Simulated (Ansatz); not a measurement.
System: Pt (space group Fm-3m).

Method: equation of state of a cubic crystal from periodic Kohn-Sham density functional theory without spin, third-order Birch-Murnaghan fit to the free energies; pressure corrected for the finite basis (Ansatz 0.2.0 development build).

structure type fcc; atoms in cell 1; space group number 225; lattice centring face-centred primitive; occupation method Fermi–Dirac; datasets soft-1 PAW; density tolerance 1e−07 eV; bands 13; density cutoff ratio 4; search for lower states default.

Settings that differ: HSE06: wave cutoff 420 eV, k mesh 6×6×6, exchange singularity Wigner-Seitz, occupation width 0.1 eV; r2SCAN: wave cutoff 500 eV, k mesh 15×15×15, occupation width 0.1 eV; PBE: wave cutoff 420 eV, k mesh 24×24×24, occupation width 0.0612 eV.

What does the calculation give for the pressure against volume, with one curve for each functional? The cases: HSE06; r2SCAN; PBE.

The fitted equilibrium volumes, smallest first, are HSE06 14.98, r2SCAN 15.31, PBE 15.65 Å³/atom. The fitted bulk moduli, smallest first, are PBE 248, r2SCAN 269, HSE06 281 GPa. For HSE06, the pressure falls from 12.7 GPa at volume 14.39 Å³/atom to −17.7 GPa at 16.27 Å³/atom, and changes sign near 14.99 Å³/atom. For r2SCAN, the pressure falls from 19.4 GPa at volume 14.40 Å³/atom to −14.0 GPa at 16.28 Å³/atom, and changes sign near 15.31 Å³/atom.

HSE06:
| volume (Å³/atom) | pressure (GPa) |
| --- | --- |
| 14.39 | 12.7 |
| 14.86 | 2.3 |
| 15.33 | −6.1 |
| 15.80 | −12.5 |
| 16.27 | −17.7 |

r2SCAN:
| volume (Å³/atom) | pressure (GPa) |
| --- | --- |
| 14.40 | 19.4 |
| 14.87 | 8.5 |
| 15.34 | −0.6 |
| 15.81 | −8.0 |
| 16.28 | −14.0 |

PBE:
| volume (Å³/atom) | pressure (GPa) |
| --- | --- |
| 14.72 | 18.0 |
| 15.03 | 11.2 |
| 15.34 | 5.2 |
| 15.66 | −0.1 |
| 15.97 | −4.8 |
| 16.28 | −8.8 |
| 16.59 | −12.4 |

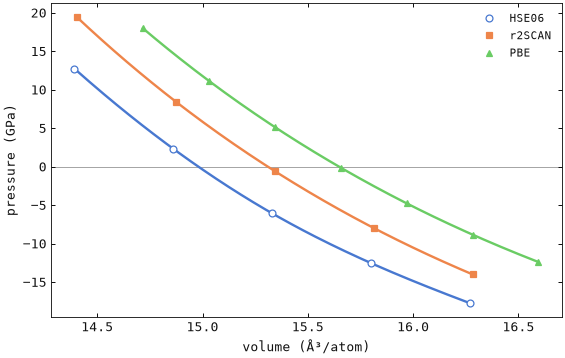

Limits of the calculation: coarse k-mesh, values are not converged in k (HSE06).
